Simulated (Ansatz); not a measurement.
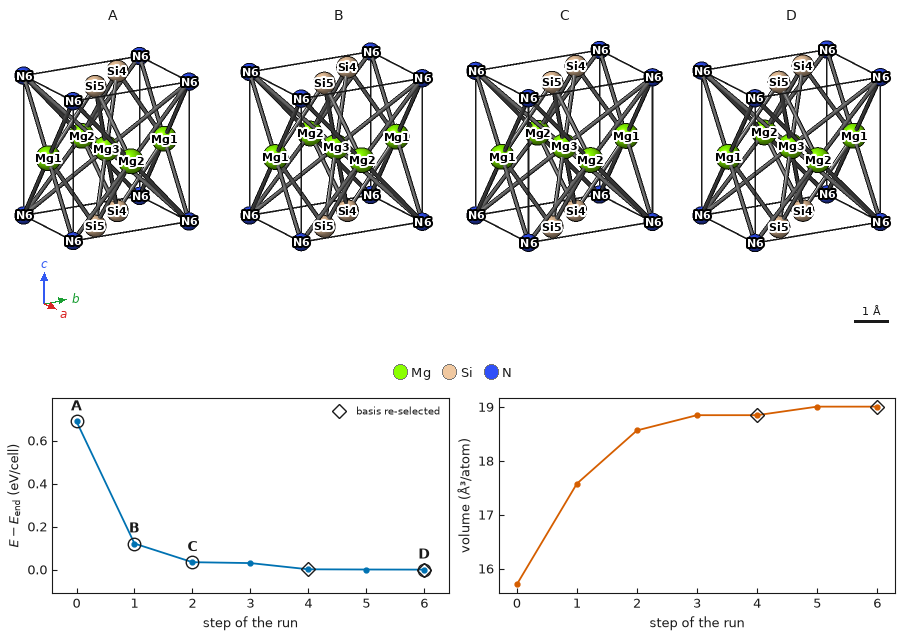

Frames of a relaxation of crystalline Mg₃Si₂N (a generated structure, set up in P6/mmm) (coarse preliminary run), marked on the history of the run. A ball-and-stick model of the cell of the calculation, seen slightly off an axis.

Computed with Ansatz 0.2.0, DFT PBE, scalar-relativistic, plane waves, PAW.

Input file:
```yaml
crystal:
  lattice:
    - [5.07356075, 0.0, 0.0]
    - [-2.53678037, 4.39383249, 0.0]
    - [0.0, 0.0, 4.22779641]
  atoms:
    - { symbol: Mg, position: [0.5, 0.0, 0.5] }
    - { symbol: Mg, position: [0.0, 0.5, 0.5] }
    - { symbol: Mg, position: [0.5, 0.5, 0.5] }
    - { symbol: Si, position: [0.33333333, 0.66666667, 0.0] }
    - { symbol: Si, position: [0.66666667, 0.33333333, 0.0] }
    - { symbol: "N", position: [0.0, 0.0, 0.0] }
basis:
  ecutwfc: 420
kpoints:
  mp_grid: { grid: [6, 6, 4] }
hamiltonian:
  xc: pbe
scf:
  occupations: { method: gaussian, width: 0.1 }
  lower_state_search: "off"
output:
  forces: true
  stress: true
  eigenvalues: true
relax:
  adjacent_minimum: "off"
  f_tol: 0.04
  max_steps: 70
  cell: { stress_tol: 0.4 }
```

Launched with:
```bash
ansatz run input.yaml --threads 1 --pin off --max-ram 2560MiB --backend cpu --events-out ev --progress --plain --runs-dir out
```

What happens along the run?

Over 4 accepted moves (6 points after the start) the energy falls by 0.689 eV per cell of the calculation. All forces vanish by symmetry, so only the cell relaxes. The pressure goes from 13.16 to 0.04 GPa. The SCF was repeated twice at an unchanged geometry on a basis and grid sized afresh for the cell, which shifted the energy by 28.9 meV per cell of the calculation at most. No atom moves by more than 0.005 Å relative to the cell. Cell: a = b 5.074 → 5.483 Å (+8.1 %), c 4.228 → 4.379 Å (+3.6 %). Volume +21.0 %. Among the contacts that change: Mg1–N6 3.302 → 3.509 Å, Mg1–Mg2 2.537 → 2.742 Å, Mg1–Si4 2.572 → 2.702 Å. Among the angles between lasting bonds that change: Si4–Mg1–Si4 110.6° → 108.3°, Mg1–Si4–Mg1 110.6° → 108.3°, Si4–Mg1–Si5 69.4° → 71.7°. The space group stays P6/mmm (No. 191). The run took 55 s on 1 thread of Intel(R) Xeon(R) Processor @ 2.50GHz (Skylake/Cascade Lake), on a shared host, peak memory 0.41 GiB. From step 0 to 1: volume +11.9 %, energy −0.568 eV per cell of the calculation. From step 1 to 2: volume +5.6 %, energy −86.8 meV per cell of the calculation. From step 2 to 6: volume +2.4 %, energy −34.6 meV per cell of the calculation.

Limits of the set-up: the k-point mesh is coarse for a cell with partly filled bands.
